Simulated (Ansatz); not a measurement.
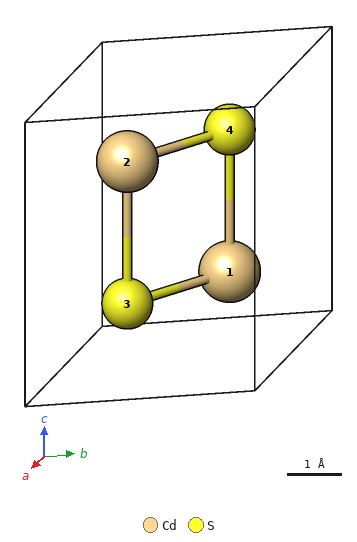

Fig. 1: The structure as given in the input (ball-and-stick view of the cell of the calculation, seen at an oblique angle; atoms are numbered from 1 in the order of the input). Near neighbours in the crystal (not all of them lie inside the picture): Cd has 5 S at 2.55 to 2.87 Å; S has 5 Cd at 2.55 to 2.87 Å.

## CdS: Wannier-function calculation

CdS (4 atoms in the cell), computed with DFT, PBE, plane waves, PAW, no spin polarisation (Ansatz 0.2.0).

The structure was built on a prototype by a generator. The geometry comes from this level: r2SCAN. It belongs to a series of runs on one base structure; here: loose tolerance. Figures and captions count atoms from 1; the log counts them from 0 in places.

## The program's output
```
scf.n_extra_bands = 6 over 26 filled bands (N_el = 52.0): the run solves 32 bands
Engine: ansatz 0.2.0, x86_64-unknown-linux-gnu
Pseudopotentials: kind: paw
Pseudopotential: Cd, paw, valence charge 20, recommended cutoff 420 eV (normal), Cd.paw.azcp
Pseudopotential: S, paw, valence charge 6, recommended cutoff 420 eV (normal), S.paw.azcp
Functional definition: PBE
  parameter kappa = 0.804
  parameter beta = 0.06672455060314922
  exchange = pbe_x(kappa = kappa, mu = beta*pi^2/3)
  correlation = pbe_c(beta = beta)
Crystal: 4 atoms, lattice volume = 96.748 Å³
Basis set: ecut = 420 eV, 1885 PW (Γ)
Bands: 32, of which v1, the nominal top of the filled ones, is band 26 counted from 1 (25 counted from 0)
Symmetry: 24 space group operations
Space group: P63/mmc (ITA 194), of the structure as read, at distance tolerance 4.6e-5 Å
k-points: 21 of 144
Non-local potential: Cd, projectors of the file, l = 0: 3, l = 1: 2, l = 2: 2, l = 3: 1
Non-local potential: S, projectors of the file, l = 0: 2, l = 1: 2, l = 2: 2
PAW form: soft (Blöchl's): semilocal exchange-correlation on the pseudo side does not see the compensation charge
PAW one-centre angular grid: Cd, 590 points (default); XC on 64 Gauss nodes
PAW one-centre angular grid: S, 110 points (default); XC on 64 Gauss nodes
Initial density: superposition of atomic densities (neutral atoms: chi_scale 0, normalization atom), corrected by the library's trained network
Initial wavefunctions: pseudopotential atomic-orbital guess
Functional: x = pbe(κ = 0.804, μ = 0.2195149727645171), c = pbe(β = 0.06672455060314922)
SCF iter   1: F=—  HF=-18315.287258 eV  |F-HF|=—  |Δ(HF+E_count)|=         —  Δρ=7.80e-4  dr2=7.00e-4  ethr=1.77e-3  ⟨swp⟩=4.6  Hψ=2259  notcnv=0  defer=84
preconditioner: auto → Resta (q_TF=auto, 2.460 Å⁻¹)  ε∞=4.8  [insulator: Δε(μ)=1.010 eV  Ē_g=11.597 eV  n_scr=22 (ndim 8)  ℏωp=22.7 eV  f_vac=0.132  ε∞_Penn≈4.8]
SCF iter   2: F=—  HF=-18315.288564 eV  |F-HF|=—  |Δ(HF+E_count)|=   1.31e-3  Δρ=3.60e-4  dr2=7.09e-5  ethr=1.35e-6  ⟨swp⟩=3.2  Hψ=1606  notcnv=0  defer=84
SCF iter   3: F=—  HF=-18315.288751 eV  |F-HF|=—  |Δ(HF+E_count)|=   1.86e-4  Δρ=1.48e-4  dr2=1.12e-5  ethr=1.36e-7  ⟨swp⟩=2.0  Hψ=1025  notcnv=0  defer=84
SCF iter   4: F=—  HF=-18315.288791 eV  |F-HF|=—  |Δ(HF+E_count)|=   4.06e-5  Δρ=2.59e-5  dr2=6.74e-7  ethr=2.16e-8  ⟨swp⟩=2.0  Hψ=1026  notcnv=0  defer=84
SCF iter   5: F=—  HF=-18315.288792 eV  |F-HF|=—  |Δ(HF+E_count)|=   1.02e-6  Δρ=1.08e-5  dr2=1.55e-7  ethr=1.30e-9  ⟨swp⟩=2.0  Hψ=1014  notcnv=0  defer=84
SCF iter   6: F=-18315.288793 eV  HF=-18315.288793 eV  |F-HF|=3.24e-8  |Δ(HF+E_count)|=   1.42e-7  Δρ=3.13e-6  dr2=1.47e-8  ethr=1.92e-10  ⟨swp⟩=7.3  Hψ=2293  notcnv=0
SCF 1 converged in 6 iterations: F = -18315.288793 eV  dr2 = 1.47e-8
  greatest PAW one-centre occupation: 1.000 electrons in one spin orbital (limit 2), on the Cd atom at site 1 (counted from 0), in its partial waves of l = 0
```

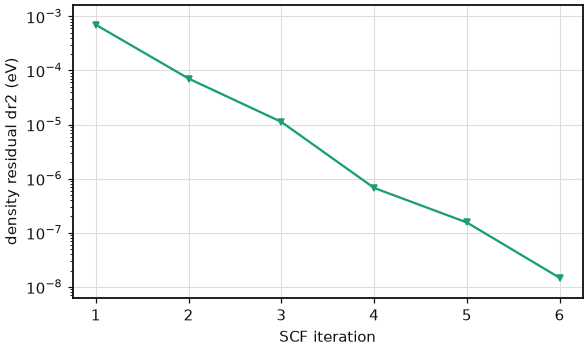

Fig. 2: Convergence of the self-consistent field: density residual dr2 against the SCF iteration. The residual falls at every step.

```
NSCF: frozen V_eff on 93 k-points
NSCF: frozen V_eff on 25 k-points
the Wannier pass solved 25 of the 144 points of its mesh, and has the states at the others by symmetry: states obtained by the crystal's operations at points that were solved too leave a residual of 4.29e-13 eV (read by the count's bands and the next), within 5.56e-6 eV
SCF converged after 6 iterations
Free energy (F): -18315.288793 eV
Harris-Foulkes:  -18315.288793 eV  (|F-HF|=3.24e-8)
Internal energy: -18315.288793 eV  (E = F + TS)
E sigma→0 (E₀):  -18315.288793 eV
Fermi energy:    7.314325 eV
--- Per-component energies (eV) ---
  E_band       = -996.556619
  E_kinetic    = 1223.076118
  E_local      = -7948.764164  (includes V_loc(G=0)·N_el)
  E_nonlocal   = 125.232222
  E_hartree    = 3656.796622
  E_xc         = -547.293509
  E_vxc        = -617.567165  (∫ρ·V_xc dr)
  E_paw        = -9368.453072  (= ΣΔE_a)
  E_vpaw       = -1092.125878  (= ΣTr[D̂ρ^β])
  E_aug_tail   = 0.000031  (compensation charges beyond the density's cutoff)
  E_ewald      = -5455.883040
  E_smearing   = -0.000000  (= −TS)
  E_closure    = -0.000000  (closes the sum)
  Σ components = -18315.288793   (vs F -18315.288793, Δ=0.00e0)
--- Band table (eV; the first three rows and the last of 21) ---
  k-point 0: bands = ["-94.1258", "-94.1257", "-55.2026", "-55.2026", "-55.2021", "-55.2021", "-55.1941", "-55.1927", "-5.1055", "-4.4114", "-0.4841", "-0.4841", "-0.4713", "-0.4713", "-0.1349", "-0.1349", "-0.1103", "0.0710", "0.0710", "0.7195", "3.6086", "6.0916", "6.0916", "6.9610", "7.0395", "7.0395", "8.3144", "8.3959", "12.9764", "12.9764", "14.4100", "14.4100"]
  k-point 1: bands = ["-94.1258", "-94.1257", "-55.2026", "-55.2026", "-55.2022", "-55.2022", "-55.1939", "-55.1929", "-4.9800", "-4.4787", "-0.4989", "-0.4989", "-0.4952", "-0.4952", "-0.1531", "-0.0844", "-0.0844", "0.0556", "0.0556", "0.3081", "4.2035", "6.0972", "6.2442", "6.2442", "6.9224", "6.9224", "8.8867", "9.6103", "12.8881", "12.8881", "13.8284", "13.8284"]
  k-point 2: bands = ["-94.1257", "-94.1257", "-55.2024", "-55.2024", "-55.2024", "-55.2024", "-55.1934", "-55.1934", "-4.7003", "-4.7003", "-0.5143", "-0.5143", "-0.5143", "-0.5143", "-0.1070", "-0.1070", "0.0011", "0.0011", "0.0011", "0.0011", "5.1298", "5.1298", "6.6002", "6.6002", "6.6002", "6.6002", "10.2101", "10.2101", "13.0936", "13.0936", "13.0936", "13.0936"]
  k-point 20: bands = ["-94.1257", "-94.1257", "-55.2026", "-55.2026", "-55.2025", "-55.2025", "-55.1933", "-55.1933", "-4.3968", "-4.3968", "-0.3641", "-0.3641", "-0.2321", "-0.2321", "-0.1298", "-0.1298", "-0.0749", "-0.0749", "0.3207", "0.3207", "3.0057", "3.0057", "4.6249", "4.6249", "7.3143", "7.3143", "12.1488", "12.1488", "12.9659", "12.9659", "14.0455", "14.0455"]
Wannier search: line search 1 of at most 1000: gauge-dependent spread (as the search counts it) 0.1681023 Å², largest recent change 1.4e-2 Å² and fall left 3.9e-4 Å² against conv_tol 1.0e-3 Å², 0 stops escaped
```

## File rho_z.tsv
```
# z_ang	rho[e/angstrom^3]
# format = ansatz-planar-average/11
# lattice	4.408529640	0.000000000	0.000000000
# lattice	-2.204264820	3.817898662	0.000000000
# lattice	0.000000000	0.000000000	5.748118186
# sites	4
# site	48	0.000000000	2.545265775	1.437029546
# site	48	2.204264820	1.272632887	4.311088639
# site	16	2.204264820	1.272632887	1.437029546
# site	16	0.000000000	2.545265775	4.311088639
0.000000	7.419974e-2
0.143703	8.007156e-2
0.287406	9.925544e-2
0.431109	1.368407e-1
0.574812	2.040768e-1
0.718515	3.226602e-1
0.862218	5.178169e-1
1.005921	7.925917e-1
1.149624	1.102187e0
1.293327	1.355218e0
1.437030	1.453894e0
1.580733	1.355218e0
1.724435	1.102187e0
1.868138	7.925917e-1
2.011841	5.178169e-1
2.155544	3.226602e-1
2.299247	2.040768e-1
2.442950	1.368407e-1
2.586653	9.925544e-2
2.730356	8.007156e-2
2.874059	7.419974e-2
3.017762	8.007156e-2
3.161465	9.925544e-2
3.305168	1.368407e-1
3.448871	2.040768e-1
3.592574	3.226602e-1
3.736277	5.178169e-1
3.879980	7.925917e-1
4.023683	1.102187e0
4.167386	1.355218e0
4.311089	1.453894e0
4.454792	1.355218e0
4.598495	1.102187e0
4.742198	7.925917e-1
4.885900	5.178169e-1
5.029603	3.226602e-1
5.173306	2.040768e-1
5.317009	1.368407e-1
5.460712	9.925544e-2
5.604415	8.007156e-2
```

## File v_z.tsv
```
# z_ang	v_es[eV]	v_tot[eV]
# format = ansatz-planar-average/11
# xc	pbe
# density_cutoff_ev	1680
# datasets	Cd=:simpson_from_first_knot:soft	S=:simpson_from_first_knot:soft
# lattice	4.408529640	0.000000000	0.000000000
# lattice	-2.204264820	3.817898662	0.000000000
# lattice	0.000000000	0.000000000	5.748118186
# sites	4
# site	48	0.000000000	2.545265775	1.437029546
# site	48	2.204264820	1.272632887	4.311088639
# site	16	2.204264820	1.272632887	1.437029546
# site	16	0.000000000	2.545265775	4.311088639
0.000000	1.115960e1	4.870822e0
0.143703	1.101813e1	4.710118e0
0.287406	1.057288e1	3.958683e0
0.431109	9.697479e0	2.372748e0
0.574812	8.249519e0	8.013143e-3
0.718515	6.256329e0	-2.983527e0
0.862218	4.020744e0	-6.172154e0
1.005921	2.028935e0	-9.033889e0
1.149624	6.072950e-1	-1.123051e1
1.293327	-2.099139e-1	-1.259958e1
1.437030	-4.776644e-1	-1.306625e1
1.580733	-2.099139e-1	-1.259958e1
1.724435	6.072950e-1	-1.123051e1
1.868138	2.028935e0	-9.033889e0
2.011841	4.020744e0	-6.172154e0
2.155544	6.256329e0	-2.983527e0
2.299247	8.249519e0	8.013143e-3
2.442950	9.697479e0	2.372748e0
2.586653	1.057288e1	3.958683e0
2.730356	1.101813e1	4.710118e0
2.874059	1.115960e1	4.870822e0
3.017762	1.101813e1	4.710118e0
3.161465	1.057288e1	3.958683e0
3.305168	9.697479e0	2.372748e0
3.448871	8.249519e0	8.013143e-3
3.592574	6.256329e0	-2.983527e0
3.736277	4.020744e0	-6.172154e0
3.879980	2.028935e0	-9.033889e0
4.023683	6.072950e-1	-1.123051e1
4.167386	-2.099139e-1	-1.259958e1
4.311089	-4.776644e-1	-1.306625e1
4.454792	-2.099139e-1	-1.259958e1
4.598495	6.072950e-1	-1.123051e1
4.742198	2.028935e0	-9.033889e0
4.885900	4.020744e0	-6.172154e0
5.029603	6.256329e0	-2.983527e0
5.173306	8.249519e0	8.013143e-3
5.317009	9.697479e0	2.372748e0
5.460712	1.057288e1	3.958683e0
5.604415	1.101813e1	4.710118e0
```

## File wannier.spreads.toml
```
omega_i_ang2 = 9.53919936029898
omega_d_ang2 = 0.005954276991531256
omega_od_ang2 = 0.09810479597273904
omega_total_ang2 = 9.64325843326325
least_projectability = 0.7871271130848158
b_vectors_match_mmn = true
n_iter = 15
converged = true
rejected_fitted_steps = 1

[[wannier]]
r = [2.204264818054281, 1.2863897291952227, 4.311088639135556]
spread = 0.6904968347582283

[[wannier]]
r = [-0.000000031979676113463016, 2.5315089327688187, 1.4370295463734044]
spread = 0.6904968347958249

[[wannier]]
r = [0.000000031710013051732827, 2.5590806847306515, 1.4370295463941638]
spread = 0.690497062209662

[[wannier]]
r = [2.204264822354683, 1.258817977263142, 4.3110886391099354]
spread = 0.6904970622728435

[[wannier]]
r = [-0.10519409241162678, 2.4845334121333678, 1.4370295463701084]
spread = 1.1468783188844185

[[wannier]]
r = [2.3094589127323135, 1.3333652499684103, 4.311088639156495]
spread = 1.1468783203546025

[[wannier]]
r = [2.099070727764987, 1.3333652499492277, 4.311088639133662]
spread = 1.1468783208489803

[[wannier]]
r = [0.10519409257545462, 2.484533411887667, 1.437029546374366]
spread = 1.1468783229104265

[[wannier]]
r = [-0.00000000021024367269655658, 2.666735920392403, 1.437029546387161]
spread = 1.1468786779460753

[[wannier]]
r = [2.2042648202867126, 1.151162741566176, 4.311088639111943]
spread = 1.1468786782809524

[[curvature_check]]
after_line_search = 9
omega_tilde_before_ang2 = 0.14738138086224534
krylov_steps = 32
lowest_ritz_value_ang2 = -0.08663451592807674
residual_ang2 = 5.916878526363601e-18
settled = true
first_negative_step = 2
curvature_along_ang2 = -0.08662703675038555
angle_rad = 0.7906335523224446
omega_tilde_after_ang2 = 0.11728518611245183
outcome = "escaped"

[[curvature_check]]
after_line_search = 15
omega_tilde_before_ang2 = 0.10405907296427029
krylov_steps = 32
lowest_ritz_value_ang2 = -4.8623748310206525e-8
residual_ang2 = 3.5170028501681697e-19
settled = true
first_negative_step = 7
curvature_along_ang2 = -4.8623748310206545e-8
angle_rad = 0.0
omega_tilde_lowest_ang2 = 0.10405907296427029
outcome = "no-descent"
```

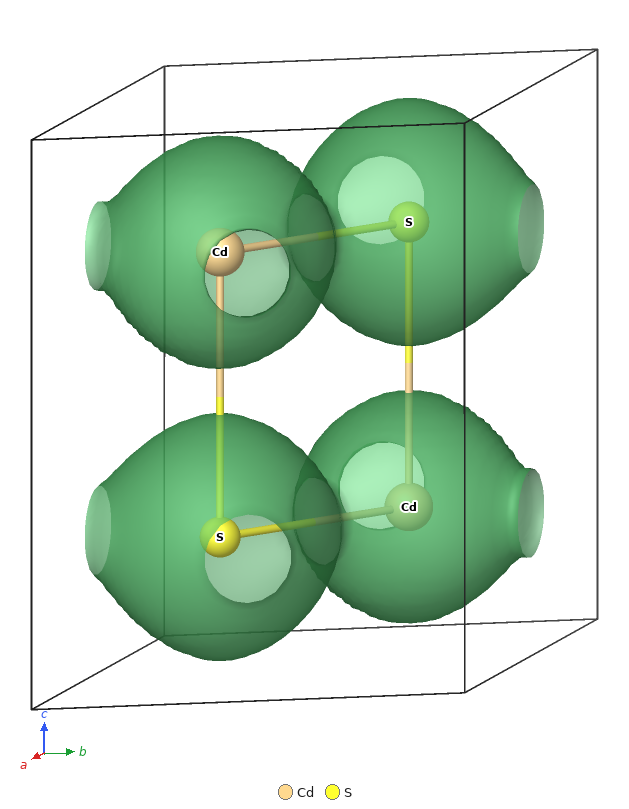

Fig. 3: Isosurface of the valence charge density (pseudo) at 0.3 e/Å³ (green), seen slightly off an axis. Sticks mark near contacts. The outline is the cell set on symmetry axes. At this value the density is joined into sheets; it holds about 85 % of the electrons treated as valence (semicore included). It is pinched off along the Cd–S (2.87 Å) contacts. On the grid the lowest density along these lines, outside the cores, is 0.4 e/Å³ (Cd–S, 2.55 Å) and 0.21 e/Å³ (Cd–S, 2.87 Å). In a PAW calculation such maps are meaningful between the atoms, not at the nuclei.

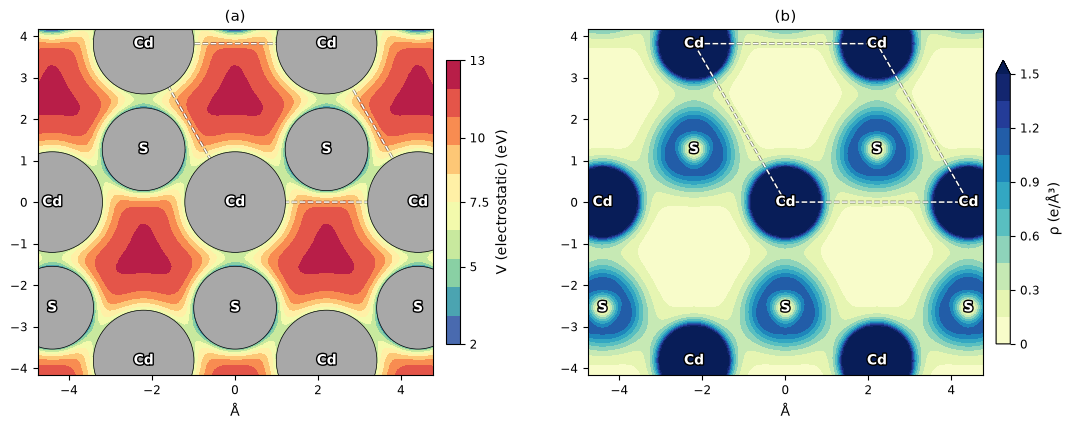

Fig. 4: (a) electrostatic potential (local pseudopotential plus Hartree) felt by an electron; (b) valence charge density (pseudo) on the (001) plane of the conventional cell. Grey discs, where drawn, cover atomic cores. Atoms in the plane: Cd and S. Cd–S (2.55 Å): ρ is about 0.4 e/Å³ halfway. Away from the nuclei the density in this plane falls to 0.01 e/Å³ at its lowest. Outside the cores the potential energy rises away from the atoms and is highest about 2.5 Å from the nearest atoms; outside the discs it spans about 9 eV, and its zero is arbitrary.

The run was set up as follows.

## Input file
```yaml
crystal:
  lattice:
    - [4.4085296404, 0.0, 0.0]
    - [-2.2042648202, 3.817898662, 0.0]
    - [0.0, 0.0, 5.7481181855]
  atoms:
    - { symbol: Cd, position: [0.3333333333, 0.6666666667, 0.25] }
    - { symbol: Cd, position: [0.6666666667, 0.3333333333, 0.75] }
    - { symbol: S, position: [0.6666666667, 0.3333333333, 0.25] }
    - { symbol: S, position: [0.3333333333, 0.6666666667, 0.75] }
kpoints:
  mp_grid: { grid: [6, 6, 4] }
  band_path:
    path:
      - [[0.0, 0.0, 0.0], [0.5, 4.173064591008e-17, 0.0], [0.3333333333333, 0.3333333333333, 0.0], [0.0, 0.0, 0.0], [0.0, 0.0, 0.5], [0.5, 4.173064591008e-17, 0.5], [0.3333333333333, 0.3333333333333, 0.5], [0.0, 0.0, 0.5]]
      - [[0.5, 4.173064591008e-17, 0.5], [0.5, 4.173064591008e-17, 0.0]]
      - [[0.3333333333333, 0.3333333333333, 0.5], [0.3333333333333, 0.3333333333333, 0.0]]
    npoints: 10
hamiltonian:
  xc: pbe
scf:
  occupations: { method: fixed }
  n_extra_bands: 6
output:
  forces: false
  stress: false
  eigenvalues: true
  wannier:
    kmesh: [6, 6, 4]
    projections: [{ species: Cd, l: d, shell: 4 }]
    minimise: true
    write_hr: true
    conv_tol: 0.001
    max_iter: 1000
  write_density: true
  write_potential: true
  elf: true
  volumetric_format: npy
```

## File wannier.win
```
! ansatz wannier90 interface
! projections by site (counted from 0) and shell: 0 4D, 1 4D
! states of the run's bands (counted from 1): 11-20
! their least projectability: 0.7871
num_bands = 10
num_wann  = 10
num_iter  = 2000
conv_tol = 1e-3
conv_window = 5
guiding_centres = true
write_hr = true

begin unit_cell_cart
Ang
        4.408529640444412                      0.0                      0.0
       -2.204264820222206       3.8178986619615385                      0.0
                      0.0                      0.0             5.7481181855
end unit_cell_cart

begin atoms_frac
Cd        0.3333333333333333       0.6666666666666666                     0.25
Cd        0.6666666666666666       0.3333333333333333                     0.75
S         0.6666666666666666       0.3333333333333333                     0.25
S         0.3333333333333333       0.6666666666666666                     0.75
end atoms_frac

mp_grid = 6 6 4
```

Run as:
```bash
ansatz run input.yaml --threads 4 --pin off --max-ram 3686MiB --backend cpu --events-out ev --progress --plain --runs-dir out
```

## Key numbers

```json
{"quantity": "outcome", "value": "converged"}
{"quantity": "space group (tolerance 0.01 Å)", "value": "P6₃/mmc (194)"}
{"quantity": "electrons treated", "value": "52"}
{"quantity": "free energy", "value": "−18315.2888 eV"}
{"quantity": "total spread of the Wannier functions", "value": "9.643 Å²"}
{"quantity": "Fermi energy", "value": "7.314 eV"}
{"quantity": "gap on the k-point mesh", "value": "1.00 eV"}
{"quantity": "hardware", "value": "4 threads of AMD EPYC (Zen 3), 189 GiB of memory available, shared host"}
{"quantity": "wall time", "value": "20 s (CPU time 24 s)"}
{"quantity": "peak memory", "value": "0.46 GiB"}
```

## Remarks

Settings chosen away from the usual ones: loose tolerance.
